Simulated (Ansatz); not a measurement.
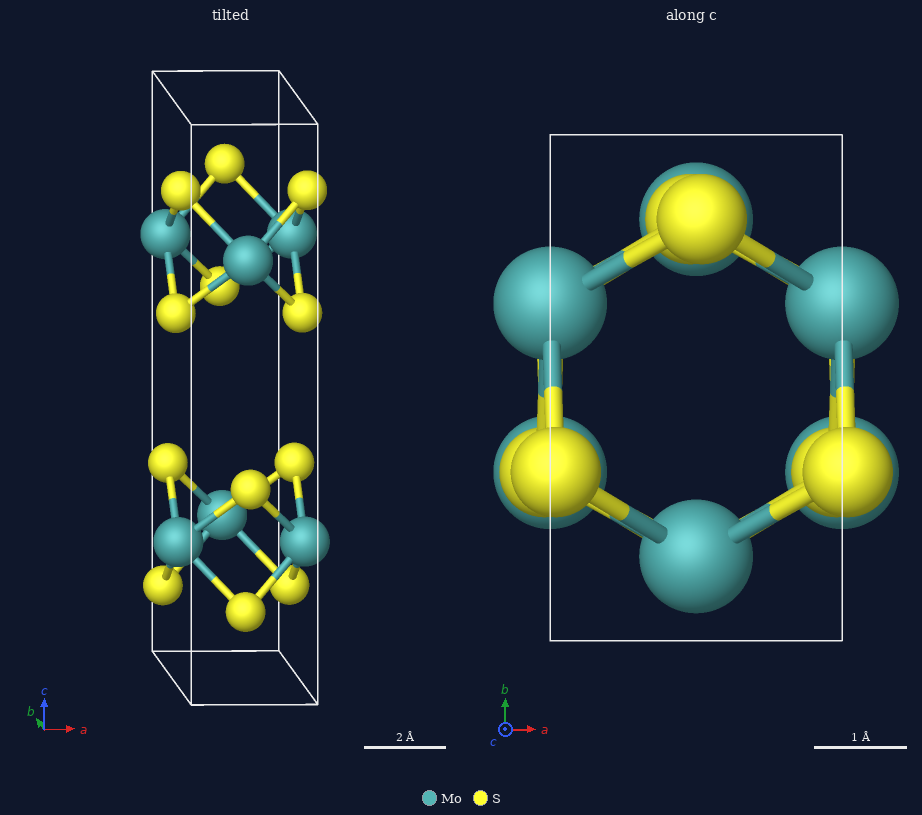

We look at a ball-and-stick model of the crystal slightly off an axis and along the c axis. The conventional unit cell is drawn as a box.

Formula: MoS₂. The structure has C2/c (No. 15) symmetry and a base-centred monoclinic lattice. Cell content 4 Mo, 8 S; Z = 4. Mo is coordinated by six S in a trigonal prismatic arrangement at about 2.4 Å. The S atoms are each bonded to three Mo in a trigonal pyramidal arrangement at about 2.4 Å. Not all metal-metal contacts are counted. The bonds build MoS2 layers parallel to (001).

The model was built from a structure listed in the Materials Project. The cell was then strained or its atoms displaced on purpose. The atoms were relaxed in a fixed cell with DFT PBE, scalar-relativistic, plane waves, PAW (Ansatz).
